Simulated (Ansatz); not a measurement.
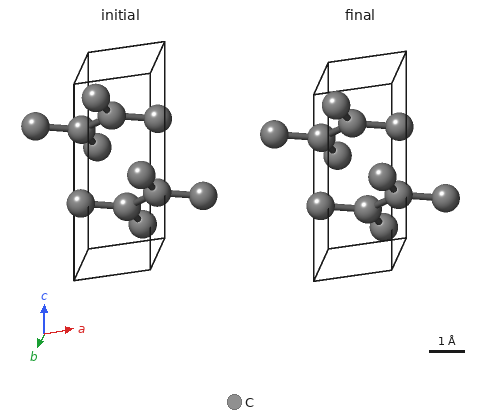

The structure of crystalline C (set up in Cmme) before (left) and after (right) a relaxation, at one scale.

Style: ball-and-stick. Shown: the cell of the calculation, from a free direction.

Case: relaxed at 12 GPa.

Method: Ansatz, DFT r2SCAN, scalar-relativistic, plane waves, PAW. Set-up: plane-wave cutoff 500 eV; k-point mesh 20 × 20 × 8; occupations gaussian; smearing width 0.1 eV; target pressure 12 GPa; no spin polarisation; cell and atoms relaxed; force threshold 0.008 eV/Å; at most 50 steps.

Question: Summarise the run.

Answer: The atoms keep their places relative to the cell (all moves are under 0.005 Å). Cell: a = b 2.383 → 2.433 Å (+2.1 %), c 6.295 → 5.976 Å (−5.1 %). Volume −1.0 %. Among the contacts that change: C–C 1.376 → 1.406 Å. The space group stays Fmmm (No. 69). Over 3 accepted moves (5 points after the start) the energy falls by 36.9 meV per atom. With the target pressure of 12 GPa, the enthalpy E + pV changes by −42.5 meV per atom. The largest force component goes from 0.01 to 0.00094 eV/Å. The pressure goes from 32.65 to 11.99 GPa. The line search rejected the trial step at point 3 of the run. The SCF was repeated once at an unchanged geometry on a basis and grid sized afresh for the cell, which shifted the energy by less than 0.05 meV per atom at most. Cost: 2.2 min on 1 thread of Arm Neoverse V2 (shared host), peak memory 0.59 GiB.

Limits of the set-up: layers or molecules are held without a dispersion correction, so their spacing is unreliable.
